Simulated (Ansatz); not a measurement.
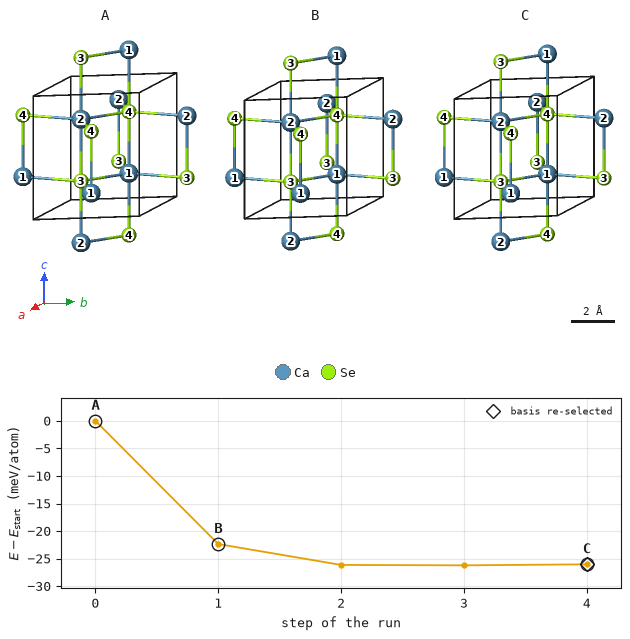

Frames of a relaxation of a crystal of CaSe (built on the h-MgO (five-fold) type), marked on the history of the run. A ball-and-stick model of the cell of the calculation, seen slightly off an axis.

All numbers below come from DFT, LDA, plane waves, PAW (Ansatz). Set-up: plane-wave cutoff 420 eV; k-point mesh 6 × 6 × 4; occupations fermi dirac; smearing width 0.02 eV; no spin polarisation; cell and atoms relaxed; force threshold 0.005 eV/Å.

Q: What happens along the run?

A: No atom moves by more than 0.005 Å relative to the cell. The drawn cell changes as follows: a = b 5.030 → 4.897 Å (−2.6 %), c 5.895 → 5.731 Å (−2.8 %); the volume changes by −7.8 %. Among the contacts that change: Ca1–Se4 2.947 → 2.866 Å, Ca1–Se3 2.904 → 2.827 Å. The space group stays P6_3/mmc (No. 194). The energy falls by 26.0 meV per atom in 3 accepted moves (4 points after the start). All forces vanish by symmetry, so only the cell relaxes. The pressure goes from −3.06 to −0.01 GPa. At 1 point the geometry stayed and the basis and grid were re-selected for the new cell (energy shift of 0.2 meV per atom at most each time). The run took 11 s on 2 threads of Arm Neoverse V1 (shared host), peak memory 0.4 GiB. From step 0 to 1: volume −10.6 %, energy −22.4 meV per atom. From step 1 to 4: volume +3.1 %, energy −3.7 meV per atom.
